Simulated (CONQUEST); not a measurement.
# Energy of KBr along an even scaling of the cell

System: KBr (Pm-3m, 2 atoms in the cell).
Method: Kohn-Sham DFT of a periodic cell, PBE, PseudoDojo NC PBE, no spin polarisation (CONQUEST 1.3).

The 7 runs differ only in the geometry, by an even scaling of the cell at fixed fractional positions. The structure derives from a Materials Project entry.

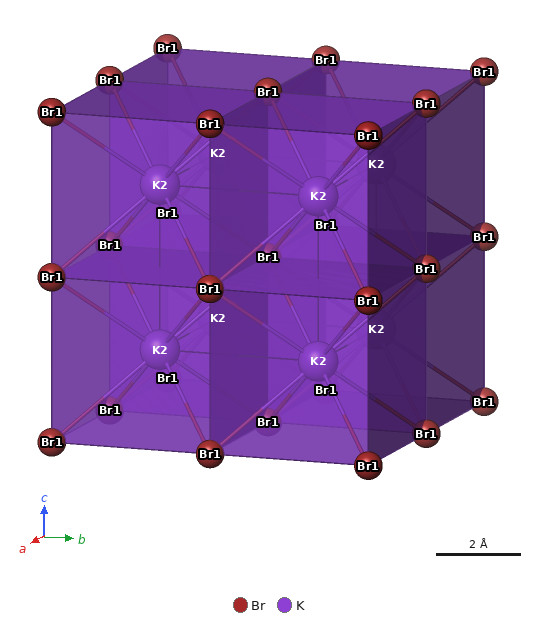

Figure 1. The structure of run 4 (polyhedral view of the cell of the calculation, seen slightly off an axis; polyhedra are completed across the faces of the cell; atoms are numbered from 1 in the order of the input).

### Input of run 4
```
IO.Title KBr
IO.Coordinates coords.dat
IO.FractionalAtomicCoords T
IO.Iprint 2
IO.Iprint_init 1
General.NumberOfSpecies 2
General.PseudopotentialType hamann
AtomMove.TypeOfRun static
AtomMove.FullStress T
Grid.PointsAlongX 40
Grid.PointsAlongY 40
Grid.PointsAlongZ 40
DM.SolutionMethod diagon
Diag.MPMesh T
Diag.GammaCentred T
Diag.MPMeshX 7
Diag.MPMeshY 7
Diag.MPMeshZ 7
Diag.kT 0.00183747
minE.SCTolerance 1e-6
SC.MaxIters 100
IO.AtomChargeOutput T
%block ChemicalSpeciesLabel
1 79.900 Br
2 39.100 K
%endblock
```

Command:
```bash
Conquest
```

Lattice vectors (Å) and fractional positions of run 4:
```
   4.043499    0.000000    0.000000
   0.000000    4.043499    0.000000
   0.000000    0.000000    4.043499
Br  0.500000  0.500000  0.500000
K   0.000000  0.000000  0.000000
```

Run 2 has the same physical settings and fractional positions; its lattice vectors (Å) are:
```
   3.988850    0.000000    0.000000
   0.000000    3.988850    0.000000
   0.000000    0.000000    3.988850
```

### Results, with one run withheld

| run | volume per atom (Å³) | free energy per atom, from the lowest run given (meV) | pressure (GPa) | gap on the mesh (eV) |
| --- | --- | --- | --- | --- |
| 1 | 31.072 | 3.51 | 0.78 | 4.20 |
| 2 | 31.733 | ? | ? | ? |
| 3 | 32.394 | 0.00 | 0.16 | 4.06 |
| 4 | 33.055 | 0.42 | −0.41 | 3.99 |
| 5 | 33.716 | 2.28 | −0.54 | 3.93 |
| 6 | 34.378 | 5.38 | −0.90 | 3.87 |
| 7 | 35.039 | 9.19 | −1.07 | 3.81 |

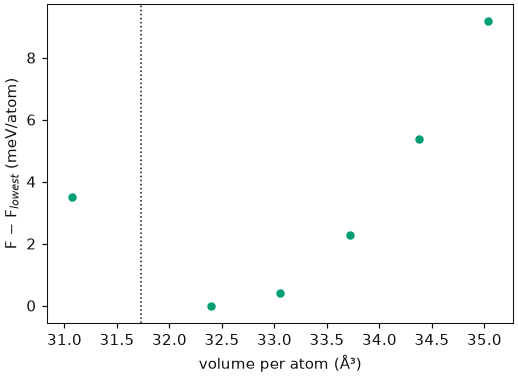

Figure 2. Free energy per atom of the runs given; the dotted line marks run 2.

Fit the runs given and predict run 2.

A cubic polynomial in V^(−2/3) (the Birch–Murnaghan form), fitted to the 6 runs given, misses them by at most 0.09 meV per atom. With x = V^(−2/3) − 0.09674 Å⁻², it reads F = 0.86474 − 1220.3 x + 3.9307e+05 x² + 3.7323e+06 x³ (meV per atom). At run 2 it gives 0.88 meV per atom, and the run itself gives 1.02. The slope of the fit gives a pressure −dF/dV of 0.42 GPa there, and the run prints 0.41 GPa. The fit has its minimum at 32.467 Å³ per atom, where V d²F/dV² gives 17.4 GPa: the bulk modulus at this level, since symmetry fixes the shape and the positions. The gap on the mesh goes, without turning, from 4.20 eV in run 1 to 3.81 eV in run 7; run 2 has 4.13 eV. These are gaps of this functional on this mesh, which can miss the band edges; they aren't the measured gap.

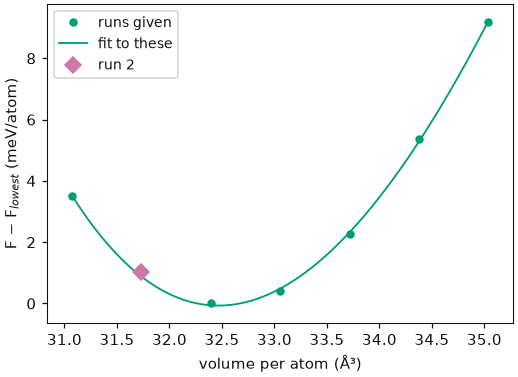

Figure 3. The fit and the withheld run.

### Some lines of the output (run 2)
```
[...]
      Using Fermi-Dirac smearing
          DFT Total Energy                 :       -45.899183367770462 Ha
          DFT Total Energy                 :       -45.903678521770701 Ha
          DFT Total Energy                 :       -45.903719890465204 Ha
          DFT Total Energy                 :       -45.903727346769472 Ha
          DFT Total Energy                 :       -45.903727600857927 Ha
          DFT Total Energy                 :       -45.903727600723336 Ha
          DFT Total Energy                 :       -45.903727602685493 Ha
      |* DFT total energy        =       -45.903727602685493 Ha
    force: Average pressure:      0.40774481 GPa
```

Notes: With a small basis of atomic orbitals these values can differ much from converged plane-wave results.
